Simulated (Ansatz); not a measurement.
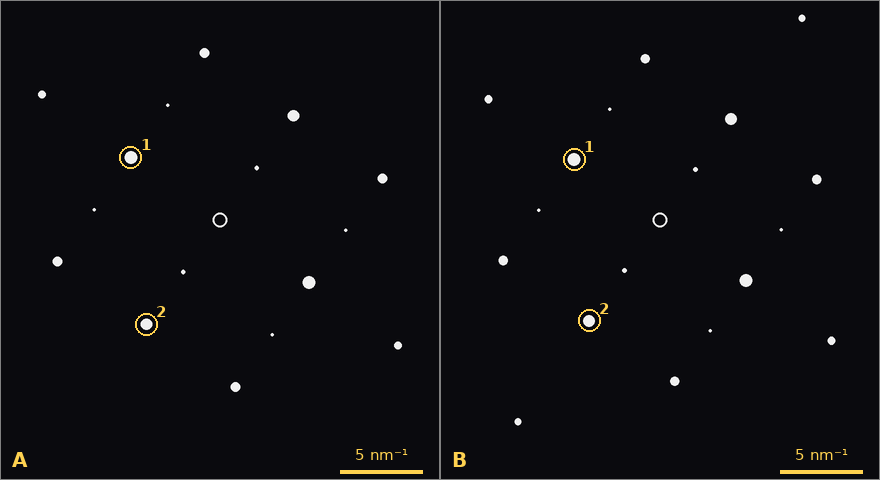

Kinematic electron diffraction patterns (300 kV, B = 0.5 Å², same scale) along [110] of the run's own cell, for the start and the end of one relaxation of GaAs with Ansatz, DFT PBE, scalar-relativistic, plane waves, PAW. k mesh 24×24×24. The start is a generated model structure, and the relaxation ends in the nearest stationary point of its symmetry, not necessarily the ground state. Spot 1 is -1 1 0 and spot 2 is 0 0 2 in both.

Start structure:

```
Ga As
1.0
     1.55406    0.89724    4.61880
    -1.55406    0.89724    4.61880
     0.00000   -1.79448    4.61880
Ga As
1 1
Direct
  0.00000 0.00000 0.00000
  0.50000 0.50000 0.50000
```

### Which pattern belongs to the start structure, and which to the relaxed one?

B is the start: its cell gives d(1) = 1.554 Å, d(2) = 1.321 Å and an angle of 90.0°. A is the relaxed structure, with d(1) = 1.497 Å (-3.7 %), d(2) = 1.278 Å (-3.3 %) and 90.0°.

### Summarise the relaxation behind the change.

The volume changed by +0.8 % to 19.47 Å³ an atom; the fractional coordinates hardly changed; the space group stayed R-3m (No. 166); the free energy fell by 6.9 meV an atom. Relaxed cell: a = 5.306 Å, b = 5.306 Å, c = 5.306 Å, α = 32.78°, β = 32.78°, γ = 32.78°.
